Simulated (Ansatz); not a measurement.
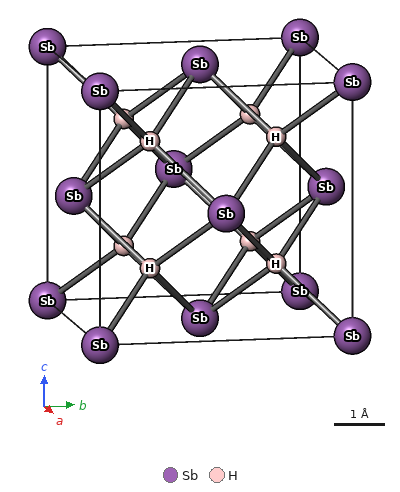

Figure 1. The input geometry (ball-and-stick view of the cell 4 times as large as that of the calculation, set on its symmetry axes, seen slightly off an axis). An atom can appear more than once, as a periodic image. Near neighbours in the periodic cell (some may lie outside the picture): Sb has 8 H at 2.25 Å; H has 4 Sb at 2.25 Å.

## Geometry relaxation, with input and output: SbH$_{2}$

System: SbH$_{2}$ (Fm-3m, 3 atoms in the cell).
Method: DFT PBEsol, scalar-relativistic, plane waves, PAW, no spin polarisation (Ansatz 0.2.0).

The structure was made by swapping elements on the sites of another compound; it need not be a known phase. It belongs to a series of runs on one base structure; here: V -> Sb on all its sites, cell and atoms relaxed.

**The input**
```yaml
crystal:
  lattice:
    - [0.0, 2.6015800727, 2.6015800727]
    - [2.6015800727, 0.0, 2.6015800727]
    - [2.6015800727, 2.6015800727, 0.0]
  atoms:
    - { symbol: Sb, position: [0.0, 0.0, 0.0] }
    - { symbol: H, position: [0.25, 0.25, 0.25] }
    - { symbol: H, position: [0.75, 0.75, 0.75] }
basis:
  ecutwfc: 420
kpoints:
  mp_grid: { grid: [14, 14, 14] }
hamiltonian:
  xc: pbesol
scf:
  occupations: { method: gaussian, width: 0.1 }
output:
  forces: true
  stress: true
  eigenvalues: true
  write_density: true
  write_potential: true
  elf: true
  volumetric_format: npy
relax:
  adjacent_minimum: "off"
  f_tol: 0.01
  max_steps: 60
  cell: { stress_tol: 0.1 }
```

Launched with:
```bash
ansatz run input.yaml --threads 1 --pin off --max-ram 2560MiB --backend cpu --events-out ev --progress --plain --runs-dir out
```

**Log**
```
Engine: ansatz 0.2.0, aarch64-unknown-linux-gnu
Pseudopotentials: kind: paw
Pseudopotential: Sb, paw, valence charge 15, recommended cutoff 420 eV (normal), Sb.paw.azcp
Pseudopotential: H, paw, valence charge 1, recommended cutoff 420 eV (normal), H.paw.azcp
Functional definition: PBEsol
  exchange = pbesol_x
  correlation = pbesol_c
Crystal: 3 atoms, lattice volume = 35.216 Å³
Basis set: ecut = 420 eV, 701 PW (Γ), exchange–correlation on 50×50×50 points (8 copies of the dense FFT grid, shifted against one another)
Bands: 13, of which v1, the nominal top of the filled ones, is band 9 counted from 1 (8 counted from 0)
Symmetry: 48 space group operations
Space group: Fm-3m (ITA 225), of the structure as read, at distance tolerance 3.3e-5 Å
k-points: 104 of 2744
Non-local potential: Sb, projectors of the file, l = 0: 2, l = 1: 2, l = 2: 2, l = 3: 2
Non-local potential: H, projectors of the file, l = 0: 2, l = 1: 1
PAW form: soft (Blöchl's): semilocal exchange-correlation on the pseudo side does not see the compensation charge
PAW frozen core: Sb, regenerated for the run's functional, and the local potential with it (the file was generated under x = pbe(κ = 0.804, μ = 0.2195149727645171), c = pbe(β = 0.06672455060314922))
PAW one-centre angular grid: Sb, 590 points (default); XC on 64 Gauss nodes
PAW one-centre angular grid: H, 110 points (default); XC on 64 Gauss nodes
Initial density: superposition of atomic densities (neutral atoms: chi_scale 0, normalization atom), corrected by the library's trained network
Initial wavefunctions: pseudopotential atomic-orbital guess
Functional: x = pbesol(κ = 0.804, μ = 0.12345679012345678), c = pbesol(β = 0.046)
SCF iter   1: F=—  HF=-6437.510365 eV  |F-HF|=—  |Δ(HF+E_count)|=         —  Δρ=7.17e-3  dr2=1.35e-2  ethr=1.77e-3  ⟨swp⟩=5.1  Hψ=7425  notcnv=0
preconditioner: auto → Kerker (q_TF=auto, 2.416 Å⁻¹)  [metal: Δε(μ)=0.055 eV  Ē_g=11.159 eV  σ=0.100 eV  W_gap=0.30  n_scr=14 (ndim 8)  ℏωp=16.6 eV  f_vac=0.001  D(μ)=1.02/eV (n_scr^D=8)]
SCF iter   2: F=—  HF=-6437.506417 eV  |F-HF|=—  |Δ(HF+E_count)|=   3.95e-3  Δρ=3.64e-3  dr2=3.75e-3  ethr=7.94e-5  ⟨swp⟩=1.0  Hψ=2186  notcnv=0
SCF iter   3: F=—  HF=-6437.505318 eV  |F-HF|=—  |Δ(HF+E_count)|=   1.10e-3  Δρ=5.42e-4  dr2=1.15e-4  ethr=2.20e-5  ⟨swp⟩=2.6  Hψ=2211  notcnv=0  defer=6
SCF iter   4: F=—  HF=-6437.505317 eV  |F-HF|=—  |Δ(HF+E_count)|=   6.75e-7  Δρ=2.37e-4  dr2=3.37e-5  ethr=6.78e-7  ⟨swp⟩=2.1  Hψ=2048  notcnv=0  defer=6
SCF iter   5: F=—  HF=-6437.505327 eV  |F-HF|=—  |Δ(HF+E_count)|=   9.79e-6  Δρ=1.39e-4  dr2=6.23e-6  ethr=1.98e-7  ⟨swp⟩=1.4  Hψ=1370  notcnv=0  defer=6
SCF iter   6: F=—  HF=-6437.505324 eV  |F-HF|=—  |Δ(HF+E_count)|=   2.51e-6  Δρ=3.02e-5  dr2=2.85e-7  ethr=3.67e-8  ⟨swp⟩=2.0  Hψ=2171  notcnv=0  defer=6
SCF iter   7: F=-6437.505324 eV  HF=-6437.505324 eV  |F-HF|=3.76e-9  |Δ(HF+E_count)|=   1.20e-7  Δρ=2.79e-6  dr2=4.00e-9  ethr=5.88e-10  ⟨swp⟩=9.7  Hψ=8848  notcnv=0
SCF 1 converged in 7 iterations: F = -6437.505324 eV  dr2 = 4.00e-9
  greatest PAW one-centre occupation: 0.997 electrons in one spin orbital (limit 2), on the Sb atom at site 0 (counted from 0), in its partial waves of l = 2
relax step   1: F+E_penalty+E_count = -6437.50532432 eV  Δ(F+E_penalty+E_count) = +0.000e0 eV  max|allowed force component| = 1.156e-18 eV/Å  Δτ_max = 0.0000 Å  P = +0.018 GPa  Ω = 35.216 Å³  (7 SCF iters, dr2 threshold 1.00e-7 eV, accepted)
Initial density: handed on by an earlier stage of this run
Initial wavefunctions: pseudopotential atomic-orbital guess (no wavefunctions were taken with the density)
iter 1 solved again at ethr=2.33e-7 eV; its pass at ethr=3.10e-3 eV (dr2=3.96e-5 eV) is discarded
SCF iter   1: F=—  HF=-6437.505325 eV  |F-HF|=—  |Δ(HF+E_count)|=         —  Δρ=3.16e-6  dr2=4.62e-9  ethr=2.33e-7  ⟨swp⟩=2.9  Hψ=10628  notcnv=0
eigensolver tolerance schedule: the retry pair's looser diagonalisation over-reported the residual by 8570.54 of it (diagonalisation noise at 1.81 of the residual, at the tolerance the schedule requests for it); recorded, not acted on — ethr = c·dr2/N_el stays at c = 1.0e-1
preconditioner: auto → Kerker (q_TF=auto, 2.416 Å⁻¹)  [metal: Δε(μ)=0.049 eV  Ē_g=11.168 eV  σ=0.100 eV  W_gap=0.27  n_scr=14 (ndim 8)  ℏωp=16.6 eV  f_vac=0.000  D(μ)=0.97/eV (n_scr^D=8)]
SCF iter   2: F=—  HF=-6437.505324 eV  |F-HF|=—  |Δ(HF+E_count)|=   6.17e-7  Δρ=1.42e-6  dr2=9.99e-10  ethr=2.72e-11  ⟨swp⟩=2.5  Hψ=2319  notcnv=0
SCF iter   3: F=—  HF=-6437.505324 eV  |F-HF|=—  |Δ(HF+E_count)|=  2.67e-10  Δρ=6.98e-7  dr2=2.08e-10  ethr=5.88e-12  ⟨swp⟩=1.8  Hψ=1621  notcnv=0
SCF iter   4: F=-6437.505324 eV  HF=-6437.505324 eV  |F-HF|=2.73e-12  |Δ(HF+E_count)|=  6.55e-11  Δρ=1.04e-7  dr2=4.62e-12  ethr=1.00e-12  ⟨swp⟩=6.2  Hψ=5515  notcnv=0
SCF 2 converged in 4 iterations: F = -6437.505324 eV  dr2 = 4.62e-12
relax step   2: F+E_penalty+E_count = -6437.50532432 eV  Δ(F+E_penalty+E_count) = -1.916e-9 eV  max|allowed force component| = 4.096e-19 eV/Å  Δτ_max = 0.0000 Å  P = +0.018 GPa  Ω = 35.216 Å³  stress off target by 1.77e-2 GPa  SCF on the basis re-selected at this cell (its energy is not comparable with the rows above)  (4 SCF iters)
```

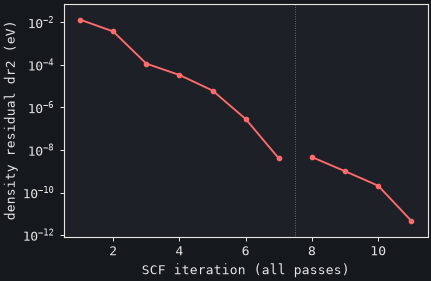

Figure 2. Convergence of the self-consistent field: density residual dr2 against the SCF iteration. The dotted lines part the SCF passes of the relaxation: geometry steps, rejected trials and re-solves on a re-selected basis. The passes take 7 and 4 iterations.

```
basis re-selected at this cell: Δ(F+E_penalty+E_count) = -1.916e-9 eV, ΔP = -0.000 GPa vs the last step (what re-selecting the basis moved, of the pressure what is left beyond the Pulay correction that the steps carried, after the strain that the cell walked since its last selection, with what the two solves' SCF thresholds leave and, on support functions, any second-order correction that the steps lacked; it is no measure of the basis error at this ecutwfc). This SCF's stress stands 1.77e-2 GPa from its target on what of the cell is left free (relax.cell.stress_tol is 1.00e-1 GPa) and its largest allowed force component is 4.10e-19 eV/Å (relax.f_tol is 1.00e-2 eV/Å): within both
SCF converged after 4 iterations
Free energy (F): -6437.505324 eV
Harris-Foulkes:  -6437.505324 eV  (|F-HF|=2.73e-12)
Internal energy: -6437.500469 eV  (E = F + TS)
E sigma→0 (E₀):  -6437.502897 eV
Entropy (-TS):   -0.004855 eV (-1.618 meV/atom)
Fermi energy:    9.254983 eV
--- Per-component energies (eV) ---
  E_band       = -176.840126
  E_kinetic    = 232.587111
  E_local      = -1581.575079  (includes V_loc(G=0)·N_el)
  E_nonlocal   = 365.849981
  E_hartree    = 709.287442
  E_xc         = -154.968255
  E_vxc        = -119.376546  (∫ρ·V_xc dr)
  E_paw        = -4499.268781  (= ΣΔE_a)
  E_vpaw       = -492.898614  (= ΣTr[D̂ρ^β])
  E_aug_tail   = -0.001926  (compensation charges beyond the density's cutoff)
  E_ewald      = -1509.742819
  E_core_change = 0.331857  (= ΣΔE_core)
  E_smearing   = -0.004855  (= −TS)
  E_closure    = 0.000000  (closes the sum)
  Σ components = -6437.505324   (vs F -6437.505324, Δ=0.00e0)
--- Forces (eV/Å), atoms counted from 1 ---
  atom   1  Sb    -0.00000000     0.00000000     0.00000000
  atom   2  H      0.00000000     0.00000000     0.00000000
  atom   3  H      0.00000000    -0.00000000     0.00000000
  max |Σ_I F_I| component: 2.89e-19 eV/Å
--- Stress (GPa, compression-positive) ---
        0.017688      -0.000000      -0.000000
       -0.000000       0.017688       0.000000
        0.000000       0.000000       0.017688
  P = ⅓ Tr σ = 0.0177 GPa (0.177 kbar)
--- Band table (eV; the first three rows and the last of 104) ---
  k-point 0: bands = ["-20.1873", "-20.1873", "-20.1873", "-20.1718", "-20.1718", "-4.1446", "8.1933", "11.9749", "11.9749", "11.9749", "13.1524", "16.4899", "16.4899"]
  k-point 1: bands = ["-20.1873", "-20.1864", "-20.1864", "-20.1718", "-20.1718", "-4.0632", "8.0610", "10.9027", "11.8666", "11.8666", "13.7235", "16.6717", "16.6717"]
  k-point 2: bands = ["-20.1873", "-20.1844", "-20.1844", "-20.1711", "-20.1711", "-3.8196", "7.4735", "9.6630", "11.6010", "11.6010", "13.9911", "17.0715", "17.0715"]
  k-point 103: bands = ["-20.1867", "-20.1799", "-20.1735", "-20.1635", "-20.1503", "0.7258", "2.5248", "3.3176", "7.0890", "12.6372", "14.5751", "15.8112", "18.9885"]
--- Relaxed structure (1 steps of the walk, 1 accepted, 1 SCFs on fresh bases) ---
  F+E_penalty+E_count = -6437.50532432 eV   max|allowed force component| = 4.096e-19 eV/Å   (the final SCF, on the basis selected at the relaxed cell)
  cell:  # Å, volume = 35.2161 Å³
    - [0.0, 2.6015800727, 2.6015800727]
    - [2.6015800727, 0.0, 2.6015800727]
    - [2.6015800727, 2.6015800727, 0.0]
  atoms:
    - { symbol: Sb, position: [0.0, 0.0, 0.0] }
    - { symbol: H, position: [0.24999999999999997, 0.24999999999999997, 0.24999999999999997] }
    - { symbol: H, position: [0.7499999999999999, 0.7499999999999999, 0.7499999999999999] }
```

**Trajectory as extended XYZ (Å, eV, eV/Å), 2 frames, from step=1 to step=2**
```
3
Lattice="0.0000 2.6016 2.6016 2.6016 0.0000 2.6016 2.6016 2.6016 0.0000" Properties=species:S:1:pos:R:3:forces:R:3 step=1 energy=-6437.50532 pressure_GPa=0.02
Sb    0.0000    0.0000    0.0000    0.0000   0.0000   0.0000
H     1.3008    1.3008    1.3008    0.0000   0.0000   0.0000
H     3.9024    3.9024    3.9024    0.0000   0.0000   0.0000
3
Lattice="0.0000 2.6016 2.6016 2.6016 0.0000 2.6016 2.6016 2.6016 0.0000" Properties=species:S:1:pos:R:3:forces:R:3 step=2 energy=-6437.50532 pressure_GPa=0.02
Sb    0.0000    0.0000    0.0000    0.0000   0.0000   0.0000
H     1.3008    1.3008    1.3008    0.0000   0.0000   0.0000
H     3.9024    3.9024    3.9024    0.0000   0.0000   0.0000
```

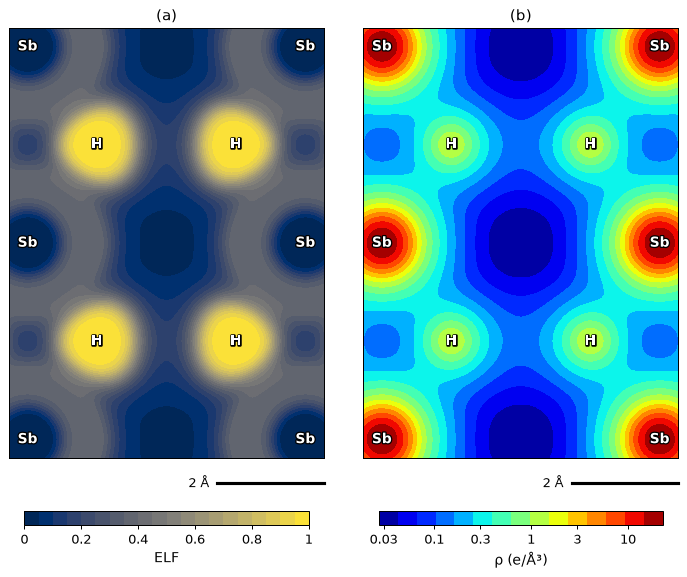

Figure 3. (a) ELF; (b) valence electron density on the (110) plane of the conventional cell. Away from the nuclei the density in this plane falls to 0.03 e/Å³ at its lowest. Core electrons are frozen (PAW), so the fields are smoothed inside the atomic spheres.

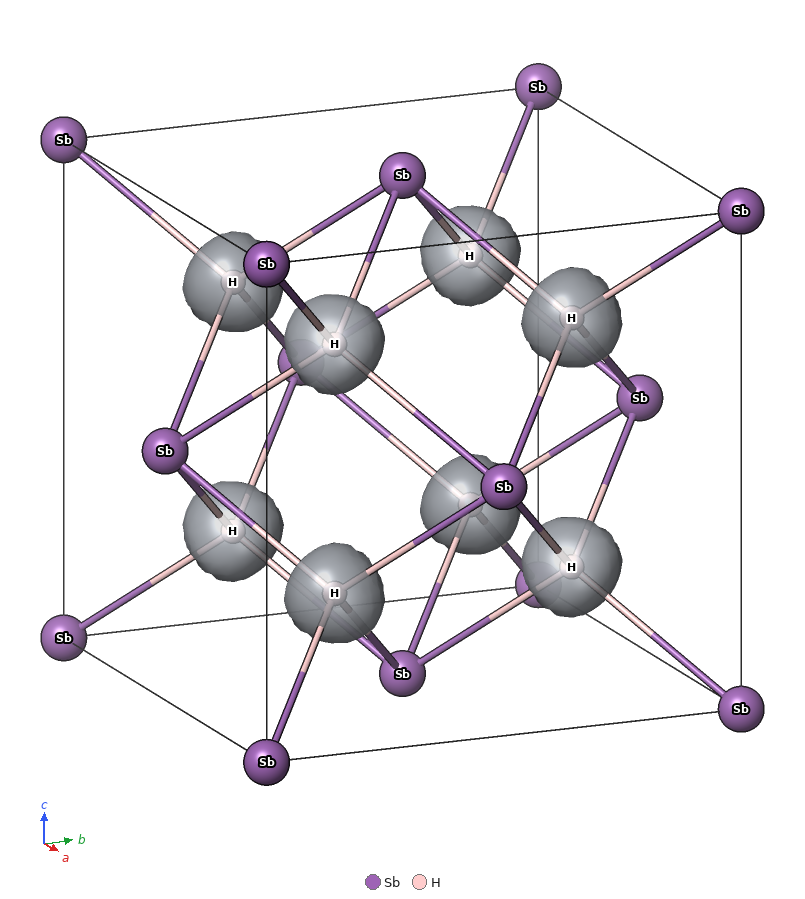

Figure 4. Isosurface of the electron localisation function at 0.9 (grey), seen slightly off an axis. Only the valence region is drawn (cores and ρ < 0.01 e/Å³ removed). Sticks mark near contacts. The outline is the cell set on symmetry axes. The ELF exceeds this value in eight regions around hydrogen nuclei, counted in one cell of 12 atoms.  Values along the shortest contacts:

**Results in brief**

- outcome: converged
- space group (tolerance 0.01 Å): Fm-3m (225)
- electrons treated: 17
- free energy: −6437.5053 eV
- Fermi energy: 9.255 eV
- gap on the k-point mesh: none (metallic)
- pressure: 0.02 GPa
- final volume: 35.22 Å³
- largest force (length of the vector) at the end: under 0.001 eV/Å
- final cell: a = 3.679 Å, b = 3.679 Å, c = 3.679 Å, α = 60.00°, β = 60.00°, γ = 60.00°
- hardware: 1 thread of Arm Neoverse V2, 24 GiB of memory available, shared host
- wall time: 5.4 s
- peak memory: 0.34 GiB
